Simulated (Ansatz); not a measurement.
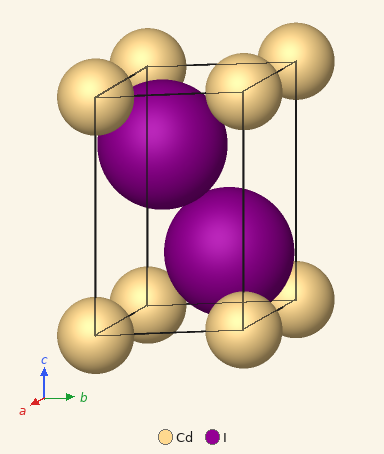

The image is a space-filling drawing of a crystal, viewed slightly off an axis. Atoms at the boundary of the conventional unit cell (the box) are drawn once for each face, edge or corner they touch.

CdI2, cadmium iodide (CdI₂, 1T) type, space group P-3m1 (No. 164), a = 4.247 Å, b = 4.247 Å, c = 6.895 Å, α = 90.00°, β = 90.00°, γ = 120.00°. It goes back to a structure type filled with these elements by a generator (whether the compound takes this form wasn't checked). Earlier steps of the study may have refined or changed the cell and positions. Ansatz was used for an electronic-structure calculation on it.

This one geometry was computed with Ansatz (DFT, plane waves, PAW) at three levels of theory: HSE06, PBE and r2SCAN.

How does the band gap change with the level of theory?

PBE: a gap of 2.33 eV, indirect; r2SCAN: a gap of 2.78 eV, indirect; HSE06: a gap of 3.28 eV, indirect.

Collect the results in a table.

| level | cutoff (eV) | k-mesh of the run's cell | gap (eV) | pressure (GPa) |
| --- | --- | --- | --- | --- |
| HSE06 | 420 | 6×6×4 | 3.28 | 0.8 |
| PBE | 420 | 12×12×4 | 2.33 | 1.6 |
| r2SCAN | 500 | 12×12×4 | 2.78 | 0.8 |

Gaps are taken on the k-mesh or band path of each run.
